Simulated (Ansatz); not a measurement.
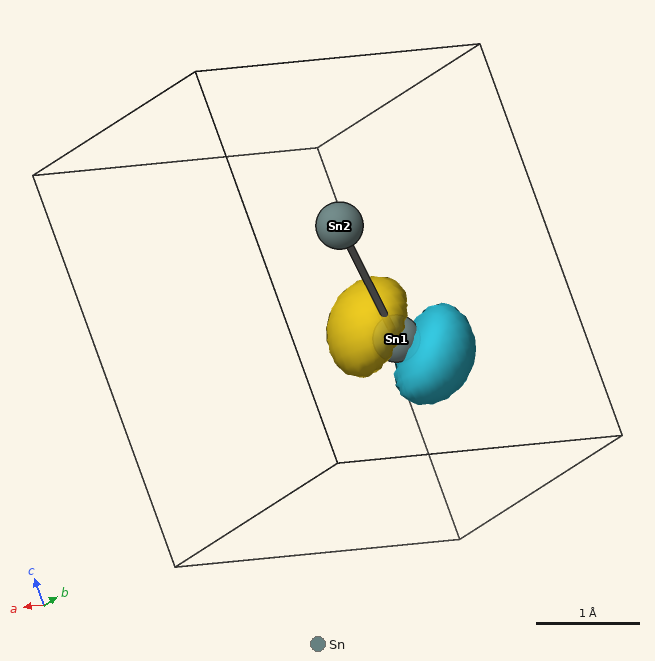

Sn: one atom of the 2-atom cell (and its periodic copies) was moved a little. Density after less density before, yellow at +0.8 and cyan at −0.8 e/Å³, seen at an oblique angle; cell a = 4.57 Å, b = 4.57 Å, c = 4.57 Å, α = 60.00°, β = 60.00°, γ = 60.00°. The lobes lie largely inside the PAW sphere, where the density is a smoothed one.

Space group Fd-3m; the calculation finds a residual pressure of about 4 GPa at this fixed cell.

Computed with Ansatz, DFT PBE, scalar-relativistic, plane waves, PAW.

> Which atom moved, and which way?

Sn1 moved towards the yellow lobe, up and to the left in the picture. In the run the shift was 0.10 Å along [1 −1 1] in the axes of the cell drawn.

> What restoring force does the calculation give for this move?

The force on it changes by 0.81 eV/Å along the move, against it: a stiffness of about 8.1 eV/Å² for this sublattice shift.

Run times: 25 s (moved atom) and 15 s (base cell), on 1 thread of Arm Neoverse V2, with other jobs on the host.
